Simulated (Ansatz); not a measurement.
System: Si2Ge.

The calculation's input:

```
crystal:
  lattice:
    - [3.8969368921, 0.0, 0.0]
    - [-1.948468446, 3.3748463455, 0.0]
    - [0.0, 0.0, 9.5430829703]
  atoms:
    - { symbol: Si, position: [0.0, 0.0, -0.0034274485] }
    - { symbol: Si, position: [0.6666666667, 0.3333333333, 0.669907841] }
    - { symbol: Si, position: [0.3333333333, 0.6666666667, 0.3334685265] }
    - { symbol: Si, position: [0.6666666667, 0.3333333333, 0.9165511053] }
    - { symbol: Ge, position: [0.3333333333, 0.6666666667, 0.5847586951] }
    - { symbol: Ge, position: [0.0, 0.0, 0.2487412805] }
kpoints:
  mp_grid: { grid: [12, 12, 4] }
  band_path:
    path:
      - [0.0, 0.0, 0.0]
      - [0.5, 0.0, 0.0]
      - [0.3333333333, 0.3333333333, 0.0]
      - [0.0, 0.0, 0.5]
      - [0.5, 0.0, 0.5]
      - [0.3333333333, 0.3333333333, 0.5]
      - [0.0, 0.416667, 0.169271]
      - [0.0, 0.0, 0.1]
    npoints: 1
hamiltonian:
  xc: pbe
scf:
  occupations: { method: fermi_dirac, width: 0.02 }
  n_extra_bands: 10
magnetization:
  noncollinear: true
  spin_orbit: true
output:
  forces: true
  stress: true
  eigenvalues: true
  write_density: true
  write_potential: true
  elf: true
  volumetric_format: npy
```

Launched as:

```sh
ansatz run input.yaml --threads 4 --pin off --max-ram 6451MiB --backend cpu --events-out ev --progress --plain --runs-dir out
```

Below, planes, directions and counts refer to the conventional cell (a = 3.90 Å, b = 3.90 Å, c = 9.54 Å, α = 90.00°, β = 90.00°, γ = 120.00°).

Space group P3m1; started from the ordered alloy on diamond lattice prototype, which need not be the ambient phase.

The calculation used DFT, PBE with spin-orbit coupling, plane waves, PAW in Ansatz.

Q: What will maps of the valence pseudo-density and electron localisation function show?

A: Si–Ge (2.41 Å): ρ at the midpoint is about 0.5 e/Å³; the ELF peaks at about 0.90 between the atoms: localised, covalent bonding.

Q: Does the calculation make it a metal, or give it a gap?

A: It is gapped, with a Kohn–Sham gap of 0.49 eV on the k-point mesh, an upper bound to the gap of this method.

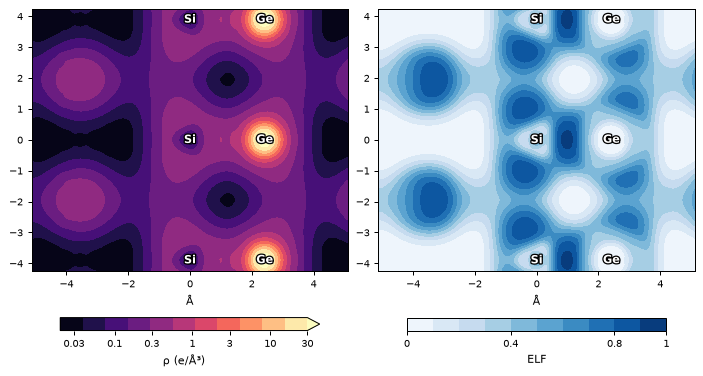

Computed valence pseudo-density and electron localisation function on the (11̄0) plane of the conventional cell, in this order. 
